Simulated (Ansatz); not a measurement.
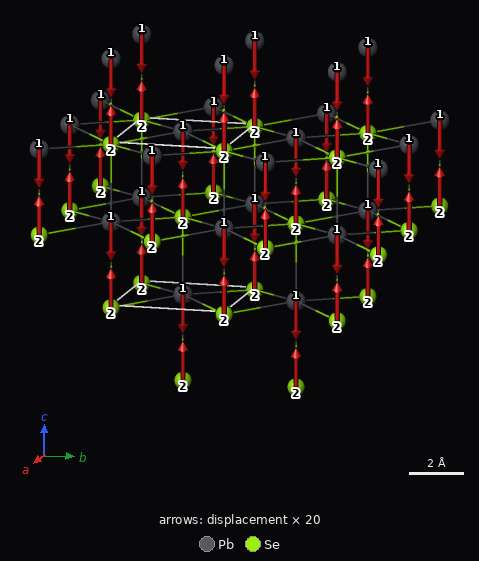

A relaxation of crystalline PbSe (a generated structure, set up in I4mm). The starting structure is drawn; red arrows show the displacements (the part carried along by the change of the cell is left out), magnified 20 times.

Style: ball-and-stick. Shown: the conventional cell (2 times the calculation's cell), repeated 1 × 2 × 1 with one cell outlined, slightly off an axis. Lengths and directions refer to the drawn axes.

Computed with DFT PBE, scalar-relativistic, plane waves, PAW (Ansatz 0.2.0).

Input
```yaml
crystal:
  lattice:
    - [-2.198515077, 2.198515077, 3.1365611764]
    - [2.198515077, -2.198515077, 3.1365611764]
    - [2.198515077, 2.198515077, -3.1365611764]
  atoms:
    - { symbol: Pb, position: [0.5101232358, 0.5101232358, 0.0] }
    - { symbol: Se, position: [0.9844822493, 0.9844822493, 0.0] }
basis:
  ecutwfc: 420
kpoints:
  mp_grid: { grid: [10, 10, 10] }
hamiltonian:
  xc: pbe
scf:
  occupations: { method: gaussian, width: 0.02 }
output:
  forces: true
  stress: true
  eigenvalues: true
relax:
  adjacent_minimum: "off"
  f_tol: 0.01
  max_steps: 80
  cell: { stress_tol: 0.05 }
```

Launched with:
```bash
ansatz run input.yaml --threads 1 --pin off --max-ram 2048MiB --backend cpu --events-out ev --progress --plain --runs-dir out
```

Q: What did the optimiser do to the structure, and how much energy did it gain?

A: The largest moves relative to the cell, 0.078 Å, are those of Pb1 and Se2. Se2 goes along +c. By element the largest moves are Se 0.078 Å, Pb 0.078 Å. Cell: a = b unchanged at 4.397 Å, c 6.273 → 6.219 Å (−0.9 %). Volume −0.9 %. Near-neighbour distances that change, for instance: Pb1–Se2 3.297 → 3.113 Å, Pb1–Se2 (another image) 2.976 → 3.105 Å, Pb1–Se2 (another image) 3.113 → 3.109 Å. Among the angles between lasting bonds that change: Se2–Pb1–Se2 174.1° → 179.9°, Pb1–Se2–Pb1 174.1° → 179.9°, Se2–Pb1–Se2 87.0° → 89.9°. The space group (tolerance 0.01 Å) goes from I4mm (No. 107) to Fm-3m (No. 225). The energy falls by 3.1 meV per cell of the calculation in 4 accepted moves (5 points after the start). The largest force component goes from 0.042 to 0.00068 eV/Å. The pressure goes from −0.10 to 0.00 GPa. The SCF was repeated once at an unchanged geometry on a basis and grid sized afresh for the cell, which shifted the energy by 0.1 meV per cell of the calculation at most. The run took 60 s on 1 thread of Arm Neoverse V2, on a shared host, peak memory 0.43 GiB.
